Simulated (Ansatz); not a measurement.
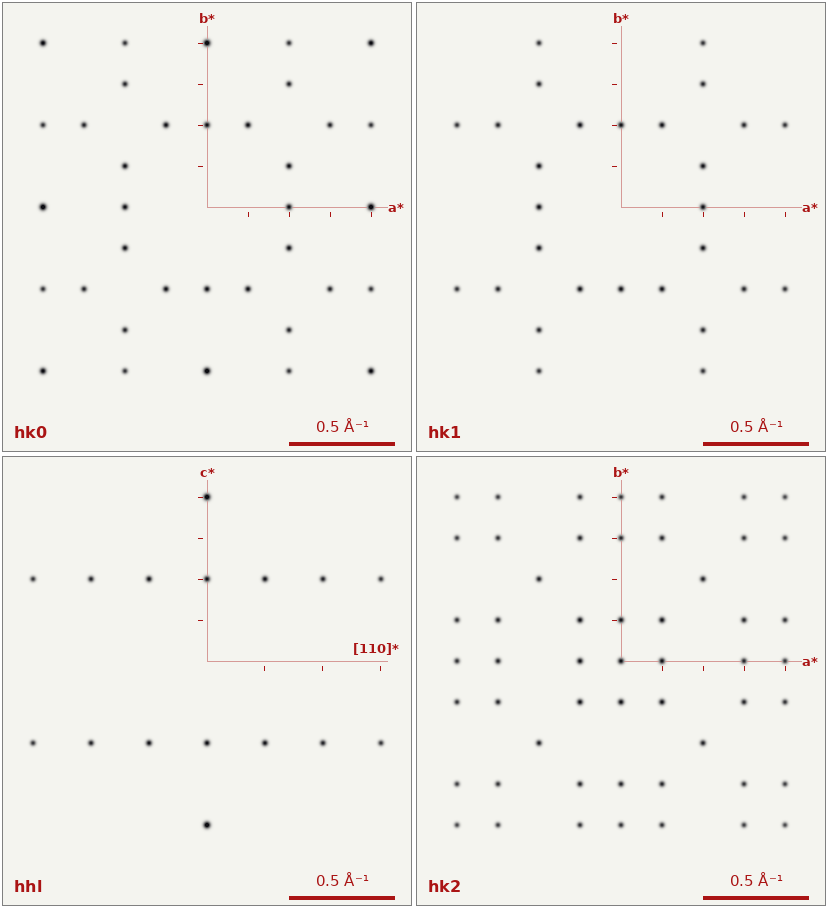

Simulated precession-type sections (X-rays; kinematic intensities, B = 0.5 Å²). The ticks mark integer indices of the conventional cell.

The compound is W. Structure: the input geometry of an electronic-structure calculation (not necessarily at equilibrium).

Q: What cell do the layers give?

A: a* = 0.196, b* = 0.196, c* = 0.196 Å⁻¹; the cell is cubic with a = 5.10 Å.

Q: List the systematic absences.

A: Reflections are present only under these conditions. hkl: no condition; hk0: no condition; hhl: l = 2n; h00: h = 2n. The lattice is primitive (P). Further gaps, such as 0 4 1, 4 0 1, 1 4 0, come from atoms on special positions, not from the group's general conditions. A few very weak reflections are below the display threshold.

Q: Which space groups fit?

A: The intensities have Laue symmetry m-3m (the hk0 layer shows 4mm, hk1 shows 4mm). With these conditions the candidates are P-43n (No. 218), Pm-3n (No. 223). Diffraction geometry alone does not choose among them; the structure has Pm-3n.
